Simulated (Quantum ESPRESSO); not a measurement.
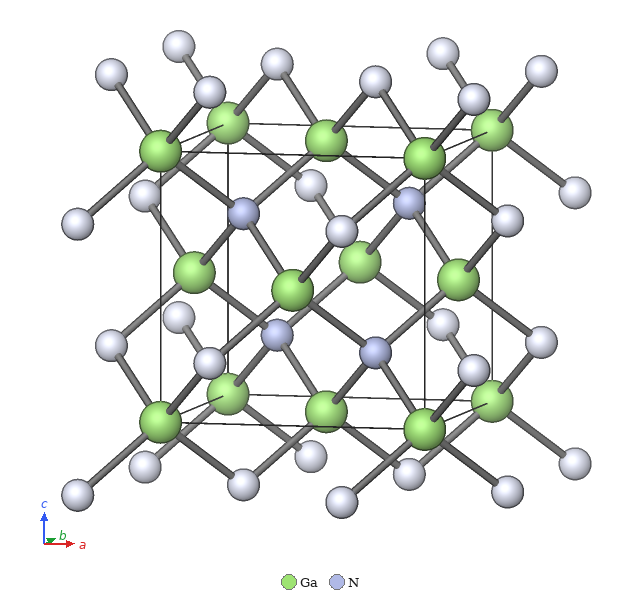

GaN, zinc blende type, space group F-43m (No. 216), a = 4.507 Å, b = 4.507 Å, c = 4.507 Å, α = 90.00°, β = 90.00°, γ = 90.00°. The crystal in a ball-and-stick representation, seen slightly off an axis. Thin lines show the conventional unit cell, with boundary atoms drawn in all their periodic places. Periodic images bonded to atoms of the box are shown as well, in fainter colours. This one geometry was run with six functionals. The cell is a structure listed in the Materials Project.

Alike in all runs: Quantum ESPRESSO 7.5; cutoff 762 eV; k mesh 8 × 8 × 8 on the run's cell of 2 atoms; occupations fermi-dirac, width 0.05 eV; no spin polarisation; no spin-orbit coupling. Potentials: GBRV 1.5 PBEsol for PBEsol; GBRV 1.5 LDA for LDA; GBRV 1.5 PBE for WC, PBE, AM05 and BLYP.

| level | pressure (GPa) | gap (eV) |
| --- | --- | --- |
| PBEsol | ? | ? |
| LDA | -5.8 | 2.20 |
| WC | 0.0 | 2.10 |
| PBE | 5.3 | 2.21 |
| AM05 | -0.3 | 2.15 |
| BLYP | 11.5 | 2.28 |

Question: Fill in the row of PBEsol.

Answer: Pressure -0.7 GPa; gap 2.16 eV. That is between LDA and AM05 in pressure.

Question: Order the levels by the equilibrium volume that these pressures point to, smallest first.

Answer: LDA (-5.8 GPa), PBEsol (-0.7 GPa), AM05 (-0.3 GPa), WC (0.0 GPa), PBE (5.3 GPa), BLYP (11.5 GPa). A higher pressure at one volume points to a larger equilibrium volume, as long as the bulk moduli are alike; rows a few tenths of a GPa apart can't be told apart.

Gaps are the least found on the k-mesh, which misses some points of high symmetry; where the band edges lie there, the true gap is smaller, at times by an eV.

Caveat: rows whose functional differs from that of their potentials carry a shift in pressure and volume, which can reorder them.
